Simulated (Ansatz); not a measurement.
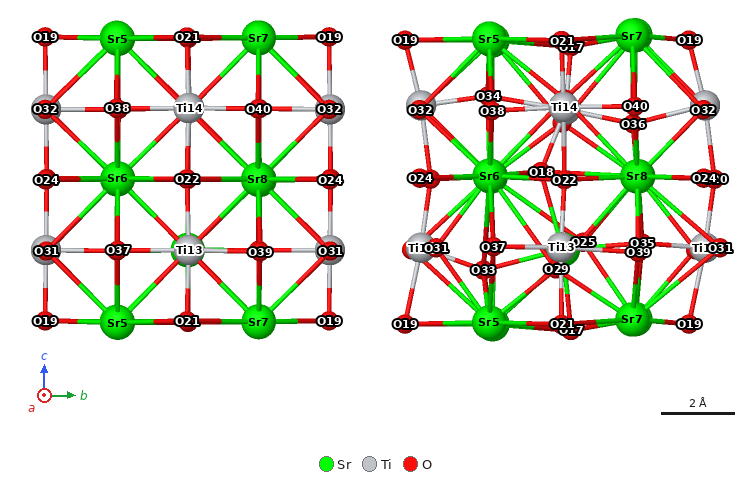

Two geometries of a defect cell of composition Sr$_{9}$Ti$_{7}$O$_{24}$ (cell charge −2), drawn at one scale. One is the start of a relaxation, the other its converged end. Style: ball-and-stick. Shown: the atoms within 5.8 Å of the atom that moves most (axes of the cell of the calculation (origin shifted)), along the a axis.

Method: DFT, PBEsol, PAW, plane waves in Ansatz. Settings: plane-wave cutoff 420 eV; k-point mesh 1 × 1 × 1; mesh shifted by (0.25, 0.25, 0.25); no spin polarisation; atoms relaxed in a fixed cell; force threshold 0.03 eV/Å; at most 80 steps.

Q: Which one is relaxed?

A: The right one is the relaxed one. The atoms of the start lie slightly off their symmetric places, so part of the fall in energy undoes that. The largest move is that of an O atom, 0.65 Å roughly along [1 −3 1]. By element the largest moves are O 0.65 Å, Sr 0.17 Å, Ti 0.12 Å. The cell stays as it was. Near-neighbour distances that change, for instance: O–Sr 2.790 → 3.434 Å, O–Sr 2.734 → 3.374 Å, O–Sr 2.761 → 3.383 Å, O–Sr 2.728 → 3.317 Å. Bond angles that change, for instance: Sr–O–Ti 178.0° → 141.9°, Sr–O–Ti 179.7° → 146.1°, Sr–O–Ti 178.6° → 145.1°. After 9 geometry steps the energy has fallen by 7.735 eV per cell of the calculation. The largest force component goes from 9.7 to 0.022 eV/Å. The run took 4.9 s on 1 × NVIDIA GB200 with 8 threads of Arm Neoverse-V2, peak memory 1.6 GiB.

Limits of the set-up: the periodic images lie only 7.8 Å apart, so the values are limited by the cell's size; the cell is charged, on a uniform background, and energies carry no finite-size correction.
